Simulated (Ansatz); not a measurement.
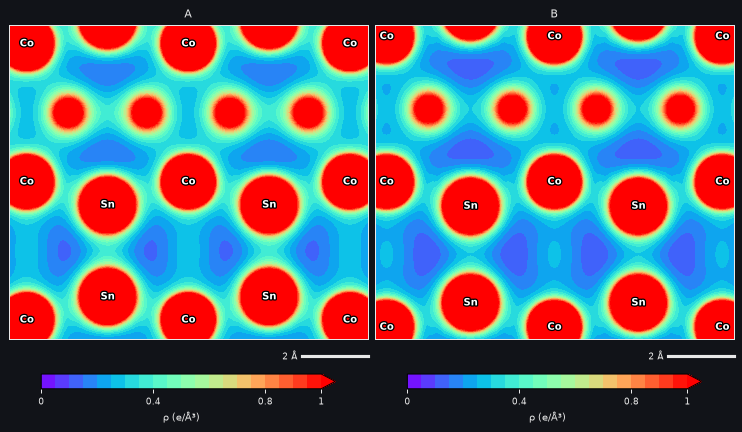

CoSn2. The valence charge density (pseudo) of two cells that differ in size and shape, on the (110) plane of each (indices in the axes of the calculation cell), at one length scale and on one colour scale: B has 16.8 Å³ an atom and A 15.2.

Computed with Ansatz, DFT PBEsol, scalar-relativistic, plane waves, PAW.

What changes from the larger cell to the smaller?

Answer. From the larger cell to the smaller, Sn–Sn goes from 2.95 to 2.81 Å, and the density at its midpoint from 0.3 to 0.37 e/Å³; Co–Sn goes from 2.67 to 2.57 Å, and the density at its midpoint from 0.33 to 0.38 e/Å³; the pressure goes from 7 to 27 GPa.
